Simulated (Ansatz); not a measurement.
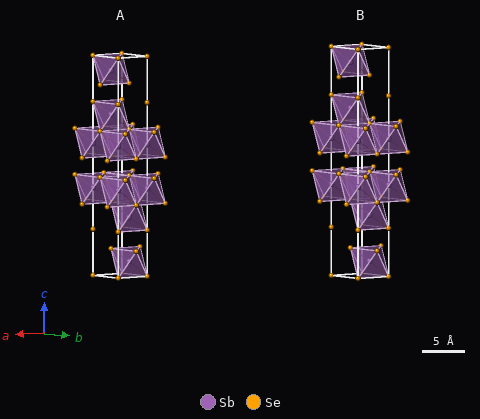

Two geometries of crystalline Sb2Se3 (built on the tetradymite type), drawn at one scale. One is the start of a relaxation, the other its converged end. The picture is a polyhedral view of the conventional cell (3 times the calculation's cell), seen from a free direction. Lengths and directions refer to the drawn axes.

Computed with DFT, PBE-D3(BJ), plane waves, PAW in Ansatz 0.2.0. Settings: plane-wave cutoff 420 eV; k-point mesh 8 × 8 × 8; occupations fermi dirac; smearing width 0.02 eV; no spin polarisation; cell and atoms relaxed; force threshold 0.005 eV/Å.

> Which geometry has the lower energy?

Structure B is the relaxed one. The largest moves relative to the cell, 0.035 Å, are those of Se atoms. By element the largest moves are Se 0.035 Å, Sb 0.007 Å. Cell: a = b 3.812 → 4.026 Å (+5.6 %), c 26.955 → 28.060 Å (+4.1 %). Volume +16.1 %. Near-neighbour distances that change, for instance: Sb–Se 2.841 → 2.979 Å, Sb–Se 2.679 → 2.800 Å. The space group stays R-3m (No. 166). The energy falls by 0.605 eV per cell of the calculation in 5 accepted moves (6 points after the start). The largest force component goes from 0.95 to 0.0043 eV/Å. The pressure goes from 12.64 to 0.02 GPa. At 1 point the geometry stayed and the basis and grid were re-selected for the new cell (energy shift of 2.1 meV per cell of the calculation at most each time).
